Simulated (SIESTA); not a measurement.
## Energy of NiSb along an even scaling of the cell

System: NiSb (4 atoms in the cell).
Method: Kohn-Sham DFT of a periodic cell, LDA, PseudoDojo 0.4 standard, converted to PSML, spin-polarised (SIESTA 5.4.2).

The 7 runs differ only in the geometry, by an even scaling of the cell at fixed fractional positions. The structure derives from an entry of the Crystallography Open Database.

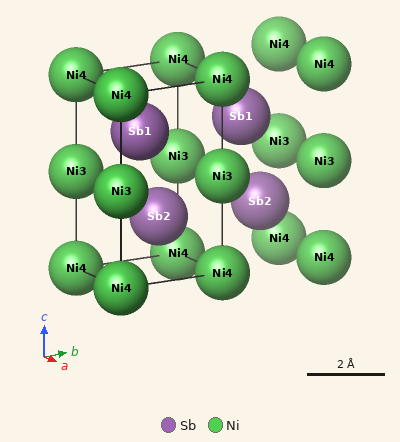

Figure 1. The structure of run 4 (spheres-only view of the cell of the calculation, repeated 1 × 2 × 1, seen slightly off an axis; atoms are numbered from 1 in the order of the input). An atom can appear more than once, as a periodic image.

## Input of run 4
```
SystemName                      Breithauptite
SystemLabel                     NiSb
NumberOfSpecies                 2
NumberOfAtoms                   4
%block ChemicalSpeciesLabel
  1  51 Sb
  2  28 Ni
%endblock ChemicalSpeciesLabel

LatticeConstant                 1.0 Ang
%block LatticeVectors
     3.9280000000     0.0000000000     0.0000000000
    -1.9640000000     3.4017477861     0.0000000000
     0.0000000000     0.0000000000     5.1200000000
%endblock LatticeVectors
AtomicCoordinatesFormat         Fractional
%block AtomicCoordinatesAndAtomicSpecies
     0.6666666667     0.3333333333     0.7500000000  1  Sb
     0.3333333333     0.6666666667     0.2500000000  1  Sb
     0.0000000000     0.0000000000     0.5000000000  2  Ni
     0.0000000000     0.0000000000     0.0000000000  2  Ni
%endblock AtomicCoordinatesAndAtomicSpecies

%block kgrid.MonkhorstPack
    6   0   0  0.0
    0   6   0  0.0
    0   0   4  0.0
%endblock kgrid.MonkhorstPack
XC.Functional                   LDA
XC.Authors                      PW92
PAO.BasisSize                   DZP
PAO.EnergyShift                 0.003 Ry
Mesh.Cutoff                     800 Ry
Spin                            polarized
%block DM.InitSpin
    1   0.000
    2   0.000
    3   1.000
    4   1.000
%endblock DM.InitSpin
OccupationFunction              FD
ElectronicTemperature           0.05 eV
MaxSCFIterations                200
SCF.MustConverge                false
SCF.Mixer.Method                Pulay
SCF.Mixer.Weight                0.1
SCF.Mixer.History               10
SCF.DM.Tolerance                5.0e-05
SCF.H.Tolerance                 1.0e-03 eV
WriteForces                     true
Charge.Mulliken                 end
%block PAO.Basis
  Sb 4
  n=5 0 2
    5.972 0.000
  n=5 1 2
    7.827 0.000
  n=4 2 2
    3.490 0.000
  n=5 2 1
    7.827
  Ni 5
  n=3 0 2
    2.442 0.000
  n=4 0 2
    7.025 0.000
  n=3 1 2
    2.721 0.000
  n=4 1 1
    7.025
  n=3 2 2
    4.458 0.000
%endblock PAO.Basis
```

Command:
```bash
siesta < NiSb.fdf > NiSb.out 2>&1
```

Run 5 differs from it as follows:
```diff
-     3.9280000000     0.0000000000     0.0000000000
-    -1.9640000000     3.4017477861     0.0000000000
-     0.0000000000     0.0000000000     5.1200000000
+     3.9540140032     0.0000000000     0.0000000000
+    -1.9770070016     3.4242765737     0.0000000000
+     0.0000000000     0.0000000000     5.1539082729
```

## Results, with one run withheld

| run | volume per atom (Å³) | free energy per atom, from the lowest run given (meV) | pressure (GPa) |
| --- | --- | --- | --- |
| 1 | 16.077 | 7.11 | 4.86 |
| 2 | 16.419 | 0.30 | 1.60 |
| 3 | 16.761 | 0.00 | −1.21 |
| 4 | 17.103 | 5.30 | −3.67 |
| 5 | 17.446 | ? | ? |
| 6 | 17.788 | 30.15 | −7.82 |
| 7 | 18.130 | 48.70 | −9.48 |

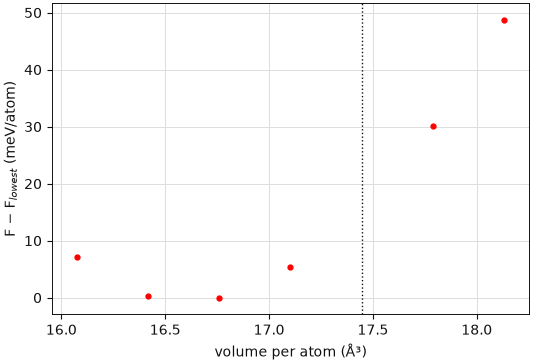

Figure 2. Free energy per atom of the runs given; the dotted line marks run 5.

What should run 5 give?

A cubic polynomial in V^(−2/3) (the Birch–Murnaghan form), fitted to the 6 runs given, misses them by at most 0.04 meV per atom. With x = V^(−2/3) − 0.15113 Å⁻², it reads F = 3.5153 − 3287 x + 6.5125e+05 x² + 2.4396e+06 x³ (meV per atom). At run 5 it gives 15.55 meV per atom, and the run itself gives 15.53. The slope of the fit gives a pressure −dF/dV of −5.88 GPa there, and the run prints −5.88 GPa. The fit has its minimum at 16.609 Å³ per atom, where V d²F/dV² gives 135 GPa. Cell shape and fractional positions are held, so this is the stiffness under even scaling; the relaxed bulk modulus wasn't computed.

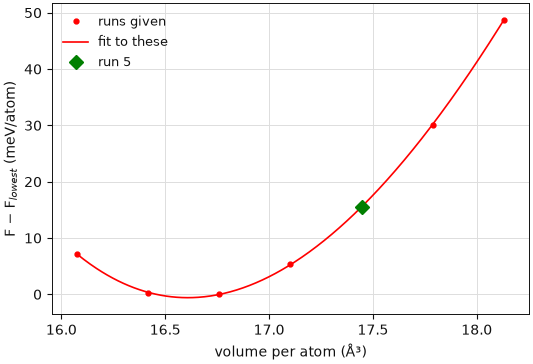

Figure 3. The fit and the withheld run.

## Some lines of the output (run 5)
```
[...]
outcell: Cell volume (Ang**3)        :     69.7820
stepf: Fermi-Dirac step function
siesta: Etot    =    -14060.129427
siesta: FreeEng =    -14060.146572
        iscf     Eharris(eV)        E_KS(eV)     FreeEng(eV)     dDmax    Ef(eV) dHmax(eV)
siesta: E_KS(eV) =           -14062.5408
siesta: E_KS - E_eggbox =    -14062.5408
siesta: Etot    =    -14062.540830
siesta: FreeEng =    -14062.562928
siesta:         Fermi =      -4.579345
siesta: Cell volume =         69.782050 Ang**3
    Orbital volume contribution        =           3.694331 eV
```

Notes: Points of doubt noted for this run: mulliken charges of long orbitals. With a small basis of atomic orbitals these values can differ much from converged plane-wave results.
